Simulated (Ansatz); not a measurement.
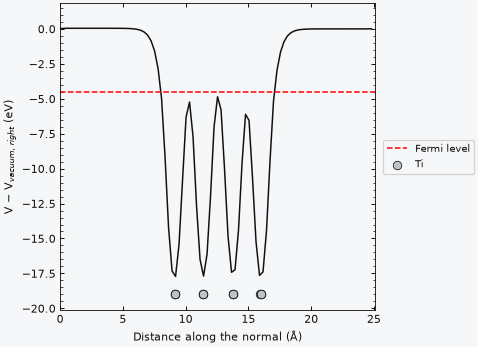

Plane-averaged electrostatic potential energy of an electron across the slab; circles at the bottom mark the heights of the atoms.

Input of the run:

```
crystal:
  lattice:
    - [5.7729299511, 0.0, 0.0]
    - [-2.8864649755, 4.9995039919, 0.0]
    - [0.0, 0.0, 25.0803234734]
  atoms:
    - { symbol: Ti, position: [0.3333333333, 0.1666666667, 0.3189751523] }
    - { symbol: Ti, position: [0.3333333333, 0.6666666667, 0.3189751523] }
    - { symbol: Ti, position: [0.8333333333, 0.1666666667, 0.3189751523] }
    - { symbol: Ti, position: [0.8333333333, 0.6666666667, 0.3189751523] }
    - { symbol: Ti, position: [0.1666666667, 0.3333333333, 0.410163815] }
    - { symbol: Ti, position: [0.1666666667, 0.8333333333, 0.410163815] }
    - { symbol: Ti, position: [0.6666666667, 0.3333333333, 0.410163815] }
    - { symbol: Ti, position: [0.6666666667, 0.8333333333, 0.410163815] }
    - { symbol: Ti, position: [0.3338705796, 0.1698035195, 0.5055163999] }
    - { symbol: Ti, position: [0.3347704813, 0.6701873326, 0.5052136889] }
    - { symbol: Ti, position: [0.8334012971, 0.1698446581, 0.5047701498] }
    - { symbol: Ti, position: [0.8331294769, 0.6687179751, 0.5047353518] }
    - { symbol: Ti, position: [0.1688792855, 0.3377767405, 0.5920134395] }
    - { symbol: Ti, position: [0.1687819411, 0.8364079588, 0.5920204539] }
    - { symbol: Ti, position: [0.664675791, 0.3348477974, 0.5934280938] }
    - { symbol: Ti, position: [0.6654973725, 0.8350499963, 0.5930784021] }
basis:
  ecutwfc: 420
kpoints:
  mp_grid: { grid: [4, 4, 1] }
hamiltonian:
  xc: pbe
  dispersion: d3bj
scf:
  occupations: { method: gaussian, width: 0.1 }
output:
  forces: true
  eigenvalues: true
  write_density: true
  volumetric_format: npy
efield:
  axis: 3
  dipole_correction: true
  ramp_width: 0.04
```

Launched with:
```bash
ansatz run input.yaml --threads 4 --pin off --max-ram 10240MiB --backend cpu --events-out ev --progress --plain --runs-dir out
```

What is the work function?

The work function is 4.49 eV, the same on both faces. The two vacuum levels agree, so the slab has no net dipole along its normal.

How thick are slab and vacuum?

The outermost atoms are 6.9 Å apart, which leaves 18.2 Å of vacuum in a cell 25.1 Å high.

The atoms aren't at rest in this cell (largest force 0.5 eV/Å), so the relaxed material can differ.
